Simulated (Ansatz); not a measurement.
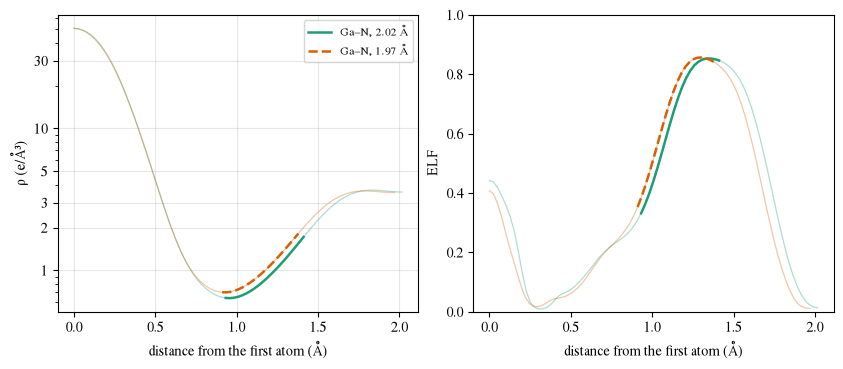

*Ga5N4 (slab). Valence charge density (pseudo) and ELF along straight lines between neighbouring atoms. Thin, pale parts lie inside the atomic spheres.*

Computed without spin polarisation.

Level of theory: DFT PBE, scalar-relativistic, plane waves, PAW (Ansatz 0.2.0).

Core electrons are frozen (PAW), and the valence fields are smoothed inside the atomic spheres.

Input file:

```
crystal:
  lattice:
    - [3.2162589223, 0.0, 0.0]
    - [0.0, 3.2162589223, 0.0]
    - [0.0, 0.0, 24.096953976]
  atoms:
    - { symbol: Ga, position: [0.5, 0.5, 0.3112426578] }
    - { symbol: "N", position: [0.5, 0.0, 0.3584319933] }
    - { symbol: Ga, position: [0.0, 0.0, 0.4056213289] }
    - { symbol: "N", position: [0.0, 0.5, 0.4528106644] }
    - { symbol: Ga, position: [0.5, 0.5, 0.5] }
    - { symbol: "N", position: [0.5, 0.0, 0.5471893356] }
    - { symbol: Ga, position: [0.0, 0.0, 0.5943786711] }
    - { symbol: "N", position: [0.0, 0.5, 0.6415680067] }
    - { symbol: Ga, position: [0.5, 0.5, 0.6887573422] }
basis:
  ecutwfc: 420
kpoints:
  mp_grid: { grid: [8, 8, 1] }
hamiltonian:
  xc: pbe
scf:
  occupations: { method: gaussian, width: 0.05 }
output:
  forces: true
  eigenvalues: true
  write_density: true
  write_potential: true
  elf: true
  volumetric_format: npy
relax:
  adjacent_minimum: "off"
  f_tol: 0.02
  max_steps: 60
efield:
  axis: 3
  dipole_correction: true
  ramp_width: 0.04
```

Launched as:

```sh
ansatz run input.yaml --threads 1 --pin off --max-ram 2560MiB --backend cpu --events-out ev --progress --plain --runs-dir out
```

The fields are those of the run's last geometry, not of the input's.

Q: What can be read from the curves?

A: Ga–N (2.02 Å): the density is about 0.65 e/Å³ at the midpoint; the ELF peaks at about 0.85 in the valence shell of N, 0.7 Å from its nucleus, and is about 0.45 at the midpoint.
Ga–N (1.97 Å): the density is about 0.72 e/Å³ at the midpoint; the ELF peaks at about 0.85 in the valence shell of N, 0.7 Å from its nucleus, and is about 0.45 at the midpoint.
